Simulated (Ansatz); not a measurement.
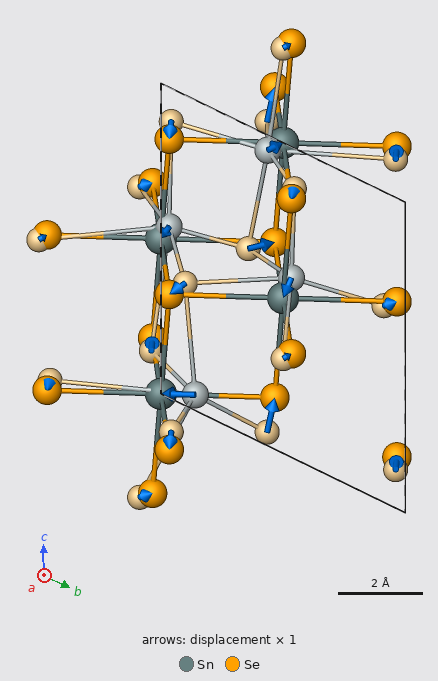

A relaxation of a crystal of SnSe₂ (set up in P1). The starting structure is drawn faded, the final one solid; blue arrows show the displacements, at their true length.

The picture is a ball-and-stick view of the cell of the calculation, seen along the a axis.

Case: all atoms moved at random, sigma 0.4 Å for each component; relaxed back.

The calculation used DFT PBE+D3(BJ), scalar-relativistic, plane waves, PAW (Ansatz 0.2.0). Set-up: plane-wave cutoff 420 eV; k-point mesh 4 × 4 × 4; occupations gaussian; smearing width 0.03 eV; no spin polarisation; cell and atoms relaxed; force threshold 0.01 eV/Å; at most 80 steps.

What happened in the run?

Answer. Over 9 accepted moves (11 points after the start) the energy falls by 1981 meV per atom. Largest force component: 25 eV/Å at the start, 0.0014 eV/Å at the end. Pressure: 35.36 GPa at the start and 0.01 GPa at the end. At 2 points the geometry stayed and the basis and grid were re-selected for the new cell (energy shift of less than 0.05 meV per atom at most each time). The largest move is that of a Sn atom, 0.92 Å along [−3 −3 −1]. By element the largest moves are Sn 0.92 Å, Se 0.89 Å. The lattice vectors keep their values. Among the contacts that change: Se–Sn 4.035 → 2.730 Å, Se–Se 2.809 → 3.882 Å, Se–Se 2.921 → 3.882 Å, Se–Sn 1.826 → 2.730 Å. New bonds form, among them: Se–Sn (4.03 → 2.73 Å). Bond angles that change, for instance: Se–Sn–Se 137.4° → 180.0°, Se–Sn–Se 124.5° → 89.4°, Se–Sn–Se 125.6° → 90.6°. The space group (tolerance 0.01 Å) goes from P1 (No. 1) to P-3m1 (No. 164).
